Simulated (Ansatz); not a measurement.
# Au(111) with 4 layers of random Au-Pt, 2x2: scattering by chemical disorder

Aim: the residual resistivity of a random alloy, from Au(111) with 4 layers of random Au-Pt, 2x2 and longer regions.

Program: Ansatz 0.2.0. Level of theory: Ansatz plane-wave DFT, PBE, PAW files; ballistic transport by layer matching (Landauer), zero bias; PAW set soft_1. Results are calculated unless marked as measured.

**1. The structure**

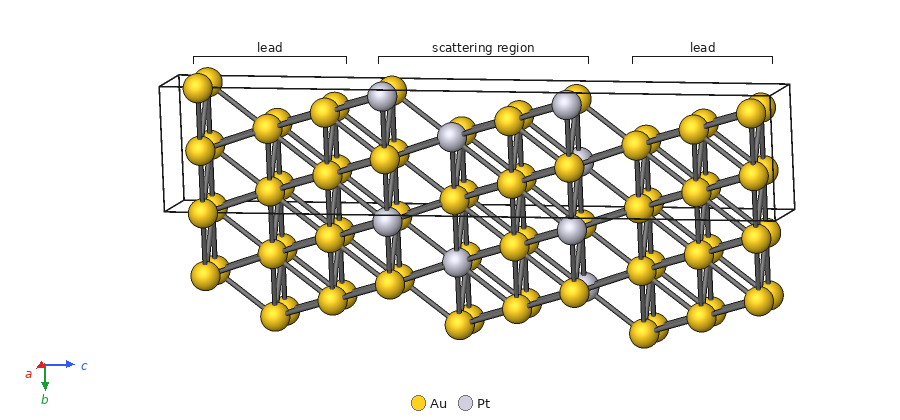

Start, viewed from the side, with the c axis across the page; gold yellow, platinum light grey. 1×2×1 cells are drawn.

The cell holds 40 atoms: 36 Au and 4 Pt. Cell: a = 5.768 Å, b = 5.768 Å, c = 23.605 Å, α = 93.5°, β = 86.5°, γ = 120.0°. It derives from Au. Regions: lead, 24 atoms (24 Au); scattering region, 16 atoms (4 Pt and 12 Au). The structure is stacked along c, and the current runs across the ab planes.

**2. With 4 alloy layers**

In 4 layers a share of 0.25 of the sites is given to Pt at random. The layers about the cell's end stay perfect and serve as the lead. Disorder leaves little or no symmetry, which makes such runs dear. Energies from -0.05 to 0.05 eV in steps of 0.05 eV are too few for the program's thermal sum, so it prints no conductance; for a metal the transmission near the Fermi level serves, at a fraction of the cost.

File input.yaml:

```yaml
crystal:
  lattice:
    - [5.7675164607, 0.0, 0.0]
    - [-2.8837582304, 4.9948157718, 0.0]
    - [1.4418791152, -0.8324692953, 23.5457873532]
  atoms:
    - { symbol: Au, position: [0.9916666667, 0.0083333333, 0.05] }
    - { symbol: Au, position: [0.9916666667, 0.5083333333, 0.05] }
    - { symbol: Au, position: [0.4916666667, 0.0083333333, 0.05] }
    - { symbol: Au, position: [0.4916666667, 0.5083333333, 0.05] }
    - { symbol: Au, position: [0.1416666667, 0.3583333333, 0.15] }
    - { symbol: Au, position: [0.1416666667, 0.8583333333, 0.15] }
    - { symbol: Au, position: [0.6416666667, 0.3583333333, 0.15] }
    - { symbol: Au, position: [0.6416666667, 0.8583333333, 0.15] }
    - { symbol: Au, position: [0.2916666667, 0.2083333333, 0.25] }
    - { symbol: Au, position: [0.2916666667, 0.7083333333, 0.25] }
    - { symbol: Au, position: [0.7916666667, 0.2083333333, 0.25] }
    - { symbol: Au, position: [0.7916666667, 0.7083333333, 0.25] }
    - { symbol: Pt, position: [0.9416666667, 0.0583333333, 0.35] }
    - { symbol: Au, position: [0.9416666667, 0.5583333333, 0.35] }
    - { symbol: Au, position: [0.4416666667, 0.0583333333, 0.35] }
    - { symbol: Au, position: [0.4416666667, 0.5583333333, 0.35] }
    - { symbol: Au, position: [0.0916666667, 0.4083333333, 0.45] }
    - { symbol: Au, position: [0.0916666667, 0.9083333333, 0.45] }
    - { symbol: Pt, position: [0.5916666667, 0.4083333333, 0.45] }
    - { symbol: Au, position: [0.5916666667, 0.9083333333, 0.45] }
    - { symbol: Au, position: [0.2416666667, 0.2583333333, 0.55] }
    - { symbol: Au, position: [0.2416666667, 0.7583333333, 0.55] }
    - { symbol: Au, position: [0.7416666667, 0.2583333333, 0.55] }
    - { symbol: Au, position: [0.7416666667, 0.7583333333, 0.55] }
    - { symbol: Pt, position: [0.8916666667, 0.1083333333, 0.65] }
    - { symbol: Au, position: [0.8916666667, 0.6083333333, 0.65] }
    - { symbol: Au, position: [0.3916666667, 0.1083333333, 0.65] }
    - { symbol: Pt, position: [0.3916666667, 0.6083333333, 0.65] }
    - { symbol: Au, position: [0.0416666667, 0.4583333333, 0.75] }
    - { symbol: Au, position: [0.0416666667, 0.9583333333, 0.75] }
    - { symbol: Au, position: [0.5416666667, 0.4583333333, 0.75] }
    - { symbol: Au, position: [0.5416666667, 0.9583333333, 0.75] }
    - { symbol: Au, position: [0.1916666667, 0.3083333333, 0.85] }
    - { symbol: Au, position: [0.1916666667, 0.8083333333, 0.85] }
    - { symbol: Au, position: [0.6916666667, 0.3083333333, 0.85] }
    - { symbol: Au, position: [0.6916666667, 0.8083333333, 0.85] }
    - { symbol: Au, position: [0.8416666667, 0.1583333333, 0.95] }
    - { symbol: Au, position: [0.8416666667, 0.6583333333, 0.95] }
    - { symbol: Au, position: [0.3416666667, 0.1583333333, 0.95] }
    - { symbol: Au, position: [0.3416666667, 0.6583333333, 0.95] }
kpoints:
  mp_grid: { grid: [5, 5, 1] }
hamiltonian:
  xc: pbe
  pseudopotentials: { kind: paw, azcp: { folder: soft_1 } }
scf:
  occupations: { method: fermi_dirac, width: 0.1 }
output:
  transmission:
    leads: [[0, 4]]
    kmesh: [10, 10]
    e_range: [-0.05, 0.05]
    de: 0.05
  write_potential: true
  write_density: true
  volumetric_format: npy
```

Started as:

```console
$ ansatz run input.yaml --threads 4 --pin off --max-ram 15360MiB --backend cpu --events-out ev --progress --plain --runs-dir out
```

Numbers of over 12 decimals in the logs are rounded to 6 here.

The program printed:

```text
Engine: ansatz 0.2.0, aarch64-unknown-linux-gnu
Pseudopotentials: kind: paw
Pseudopotential: Au, paw, valence charge 19, recommended cutoff 420 eV (normal), soft_1/Au.paw.azcp
Pseudopotential: Pt, paw, valence charge 18, recommended cutoff 420 eV (normal), soft_1/Pt.paw.azcp
Functional definition: PBE
  parameter kappa = 0.804
  parameter beta = 0.066725
  exchange = pbe_x(kappa = kappa, mu = beta*pi^2/3)
  correlation = pbe_c(beta = beta)
Crystal: 40 atoms, lattice volume = 678.300 Å³
Basis set: ecut = 420 eV, 13321 PW (Γ)
Bands: 454, of which v1, the nominal top of the filled ones, is band 378 counted from 1 (377 counted from 0)
Symmetry: 2 space group operations
Space group: Cm (ITA 8), of the structure as read, at distance tolerance 8.8e-5 Å
k-points: 9 of 25 (time reversal used)
Non-local potential: Au, projectors of the file, l = 0: 3, l = 1: 2, l = 2: 2, l = 3: 1
Non-local potential: Pt, projectors of the file, l = 0: 3, l = 1: 2, l = 2: 2, l = 3: 1
PAW form: soft (Blöchl's): semilocal exchange-correlation on the pseudo side does not see the compensation charge
PAW one-centre angular grid: Au, 590 points (default); XC on 64 Gauss nodes
PAW one-centre angular grid: Pt, 590 points (default); XC on 64 Gauss nodes
Initial density: superposition of atomic densities (chi_scale 0.1, normalization cell, long waves of neutral atoms (reshape's long-wave potential 3.18 eV rms, cloud 2.72 Å wide))
Initial wavefunctions: pseudopotential atomic-orbital guess
Functional: x = pbe(κ = 0.804, μ = 0.219515), c = pbe(β = 0.066725)
SCF iter   1: F=—  HF=-523560.744994 eV  |F-HF|=—  |Δ(HF+E_count)|=         —  Δρ=8.61e-2  dr2=1.33e2  ethr=3.10e-3  ⟨swp⟩=4.0  Hψ=12167  notcnv=0  defer=75
preconditioner: auto → Kerker (q_TF=auto, 2.778 Å⁻¹)  [metal: Δε(μ)=0.009 eV  Ē_g=9.890 eV  σ=0.100 eV  W_gap=0.02  n_scr=260 (ndim 8)  ℏωp=29.8 eV  f_vac=0.000  D(μ)=15.99/eV (n_scr^D=86)]
SCF iter   2: F=—  HF=-523547.498846 eV  |F-HF|=—  |Δ(HF+E_count)|=    1.32e1  Δρ=4.49e-2  dr2=4.97e1  ethr=3.10e-3  ⟨swp⟩=2.9  Hψ=6751  notcnv=0  defer=472
SCF iter   3: F=—  HF=-523541.774342 eV  |F-HF|=—  |Δ(HF+E_count)|=    5.72e0  Δρ=9.63e-3  dr2=3.76e0  ethr=3.10e-3  ⟨swp⟩=2.7  Hψ=5702  notcnv=0  defer=472
SCF iter   4: F=—  HF=-523541.556807 eV  |F-HF|=—  |Δ(HF+E_count)|=   2.18e-1  Δρ=2.70e-3  dr2=9.66e-1  ethr=4.97e-4  ⟨swp⟩=2.0  Hψ=5034  notcnv=0  defer=476
SCF iter   5: F=—  HF=-523541.531740 eV  |F-HF|=—  |Δ(HF+E_count)|=   2.51e-2  Δρ=1.15e-3  dr2=1.65e-1  ethr=1.28e-4  ⟨swp⟩=1.0  Hψ=3609  notcnv=0  defer=476
SCF iter   6: F=—  HF=-523541.528271 eV  |F-HF|=—  |Δ(HF+E_count)|=   3.47e-3  Δρ=4.38e-4  dr2=1.90e-2  ethr=2.18e-5  ⟨swp⟩=1.0  Hψ=3609  notcnv=0  defer=476
SCF iter   7: F=—  HF=-523541.527792 eV  |F-HF|=—  |Δ(HF+E_count)|=   4.79e-4  Δρ=1.48e-4  dr2=2.66e-3  ethr=2.52e-6  ⟨swp⟩=1.0  Hψ=3609  notcnv=0  defer=476
SCF iter   8: F=—  HF=-523541.527705 eV  |F-HF|=—  |Δ(HF+E_count)|=   8.75e-5  Δρ=6.05e-5  dr2=1.82e-4  ethr=3.52e-7  ⟨swp⟩=1.1  Hψ=3610  notcnv=0  defer=476
SCF iter   9: F=—  HF=-523541.527676 eV  |F-HF|=—  |Δ(HF+E_count)|=   2.90e-5  Δρ=2.26e-5  dr2=1.71e-5  ethr=2.40e-8  ⟨swp⟩=2.0  Hψ=3765  notcnv=0  defer=476
SCF iter  10: F=—  HF=-523541.527911 eV  |F-HF|=—  |Δ(HF+E_count)|=   2.36e-4  Δρ=7.21e-6  dr2=2.32e-6  ethr=2.26e-9  ⟨swp⟩=1.3  Hψ=4108  notcnv=0  defer=477
SCF iter  11: F=—  HF=-523541.527911 eV  |F-HF|=—  |Δ(HF+E_count)|=   1.67e-7  Δρ=2.59e-6  dr2=3.81e-7  ethr=3.07e-10  ⟨swp⟩=1.9  Hψ=3655  notcnv=0  defer=477
SCF iter  12: F=-523541.527911 eV  HF=-523541.527911 eV  |F-HF|=4.30e-8  |Δ(HF+E_count)|=   3.80e-8  Δρ=1.01e-6  dr2=4.67e-8  ethr=1.32e-11  ⟨swp⟩=9.8  Hψ=16367  notcnv=0
SCF 1 converged in 12 iterations: F = -523541.527911 eV  dr2 = 4.67e-8
  greatest PAW one-centre occupation: 1.000 electrons in one spin orbital (limit 2), on the Au atom at site 26 (counted from 0), in its partial waves of l = 0
transmission: 108 of 1023 steps passed
transmission: 207 of 1023 steps passed
[...]
transmission: 1023 of 1023 steps passed
SCF converged after 12 iterations
Free energy (F): -523541.527911 eV
Harris-Foulkes:  -523541.527911 eV  (|F-HF|=4.30e-8)
Internal energy: -523541.116047 eV  (E = F + TS)
E sigma→0 (E₀):  -523541.321979 eV
Entropy (-TS):   -0.411864 eV (-10.297 meV/atom)
Fermi energy:    20.579523 eV
--- Per-component energies (eV) ---
  E_band       = -8130.568403
  E_kinetic    = 23204.509497
  E_local      = -67343.734762  (includes V_loc(G=0)·N_el)
  E_nonlocal   = 4344.396073
  E_hartree    = 28847.859771
  E_xc         = -8685.569876
  E_vxc        = -10506.334769  (∫ρ·V_xc dr)
  E_paw        = -388270.948243  (= ΣΔE_a)
  E_vpaw       = -15525.190189  (= ΣTr[D̂ρ^β])
  E_aug_tail   = 0.065776  (compensation charges beyond the density's cutoff)
  E_ewald      = -115637.694285
  E_smearing   = -0.411864  (= −TS)
  E_closure    = -0.000000  (closes the sum)
  Σ components = -523541.527911   (vs F -523541.527911, Δ=0.00e0)
--- Band table (eV; the first three rows and the last of 9) ---
  k-point 0: bands = [... 374 lower, 20.4731, 20.8277, 20.8563, 21.2983, 21.2991, 21.3083, 21.3418, 21.5637, ... 72 higher]
  k-point 1: bands = [... 374 lower, 20.1451, 20.2810, 20.3265, 20.5274, 20.6089, 20.7471, 20.9039, 21.0681, ... 72 higher]
  k-point 2: bands = [... 374 lower, 20.3571, 20.4956, 20.6006, 20.6971, 20.7235, 20.7706, 21.0200, 21.0591, ... 72 higher]
  k-point 8: bands = [... 374 lower, 20.3442, 20.3606, 20.4544, 20.5499, 20.6484, 20.9253, 21.0474, 21.1172, ... 72 higher]
--- Transmission ---
  basis      : 253 plane waves across, 33 finite elements along
  points     : 31, standing for a mesh of 10 x 10
  energies   : 3 from -0.050000 to 0.050000 eV about the Fermi level, 0.050000 eV apart; the leads are filled to 0.000000 eV, and channels, transmission and decay are at 0.000000 eV
  crystal 0  : Au4, at the sites [0, 4], period 2.3546 Å, over 14.13 Å; its Hamiltonian steps by up to 19.8 meV
    offset         : up to 0.0000 Å between an atom of the period and one for which it stands
    channels       : 3.210000e0 a spin
    conductance    : none, the energies end too early or step too widely for 300 K: set another output.transmission.e_range or a lower de, or, where they end at an eighth of basis.ecutwfc, a higher one
  junction   : crystal 0 to crystal 0, 0.70 to 21.89 Å
    transmission   : 2.412122e0 a spin
    conductance    : none, the energies end too early or step too widely for 300 K: set another output.transmission.e_range or a lower de, or, where they end at an eighth of basis.ecutwfc, a higher one
```

It took 8.1 min on 4 threads of Arm Neoverse V1, shared host; peak memory 6 GiB.

This step gave:

| Property | Result |
| --- | --- |
| free energy | -523541.5279 eV |
| energy at zero smearing | -523541.3220 eV |
| Fermi energy | 20.58 eV |
| cell area | 28.81 Å² |
| transmission per spin nearest the Fermi level | 2.412 |
| open channels per spin nearest the Fermi level | 3.21 |
| step of the lead's potential | 19.8 meV |

Per spin. Transmission, zone mean against energy, zero at the Fermi level:

| energy (eV) | transmission, zone mean |
| --- | --- |
| -0.0500 | 2.32 |
| 0.0000 | 2.41 |
| 0.0500 | 2.44 |

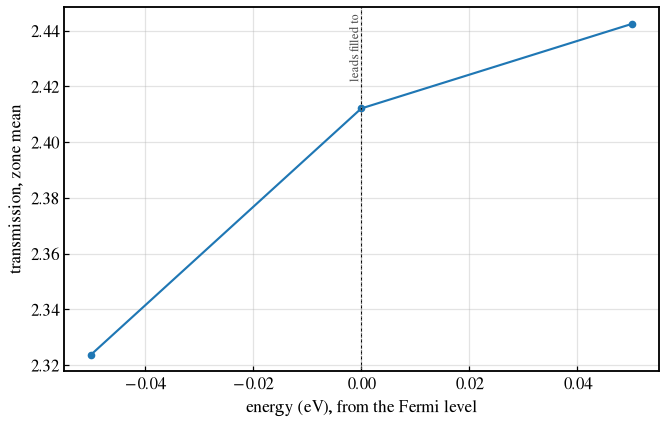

Transmission, zone mean against energy.

Per spin. Table of open channels, zone mean, lead by energy, zero at the Fermi level:

| energy (eV) | open channels, zone mean, lead |
| --- | --- |
| -0.0500 | 3.21 |
| 0.0000 | 3.21 |
| 0.0500 | 3.15 |

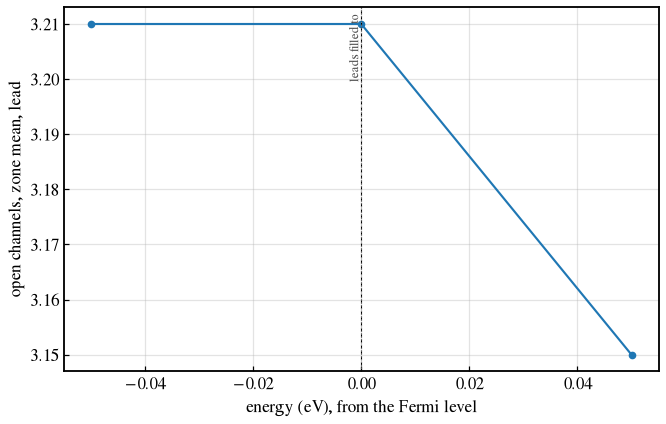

Open channels, zone mean, lead, plotted against energy.

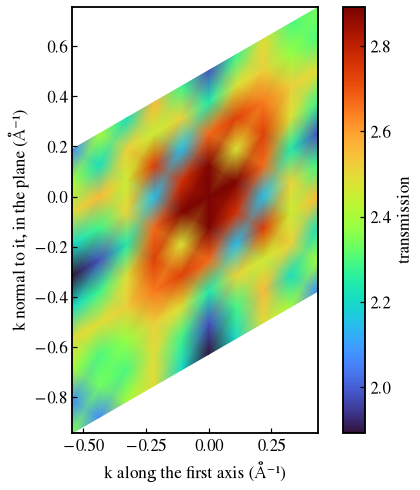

Transmission over k1 and k2. At 0.0000 eV from the Fermi level.

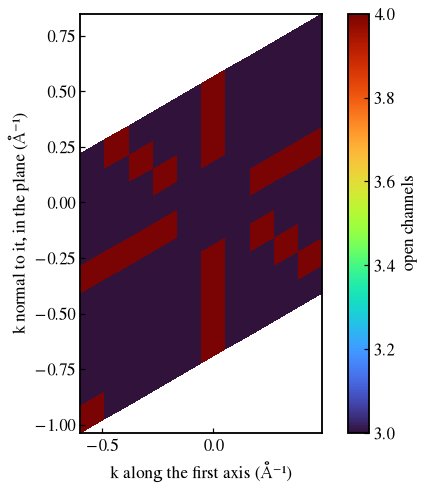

Open channels over k1 and k2. At 0.0000 eV from the Fermi level.

Over the solved energies the transmission per spin lies between 2.32 and 2.44, out of 3.19 channels of the lead on average (up to 3.21).

(Part 1 of 2 ends here.)

[Logs are printed without paths, hosts, clocks, repeated set-up lines and the standing remarks that a program may print on its own settings, such as how far it seeks lower states.]

[Hosts, paths, dates, database ids (printed as entryN), source tags and the programs' standing remarks are cut or masked in the printed files.]
